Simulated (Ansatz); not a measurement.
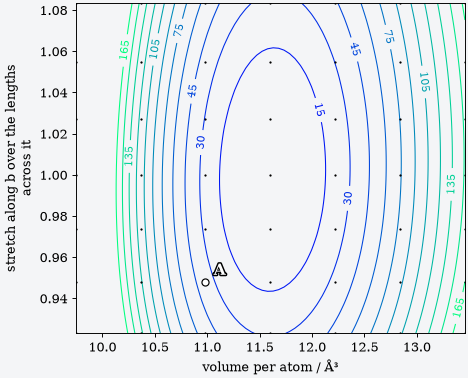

SnO₂ (Pbcn, No. 60; 12 atoms in the cell). The energy is mapped over volume and the cell's shape. First axis: volume per atom. Second axis: stretch along b over the lengths across it, relative to the relaxed cell. Nothing is relaxed (fractional coordinates fixed). The grid has 7 × 7 points. Points are written as (first, second). All energies are given in meV/atom relative to the lowest grid point. The band gap closes in part of the range. The calculation used DFT LDA, scalar-relativistic, plane waves, PAW in Ansatz 0.2.0. Settings: cutoff 520 eV, k-mesh 6×6×6, gaussian smearing 0.05 eV, no spin polarisation.

The picture shows contour lines labelled in meV/atom (none above 165), dots at the grid points, the point A. Between grid points the surface is interpolated.

**Which way does the force act at A, and how strong is it?**

A, at (10.98 Å³, 0.948), is not a stationary point. The computed force is 84 meV/atom for each Å³ towards larger values of volume per atom and 500 meV/atom for each unit towards larger values of the second coordinate.

PAW datasets: the set soft_1.
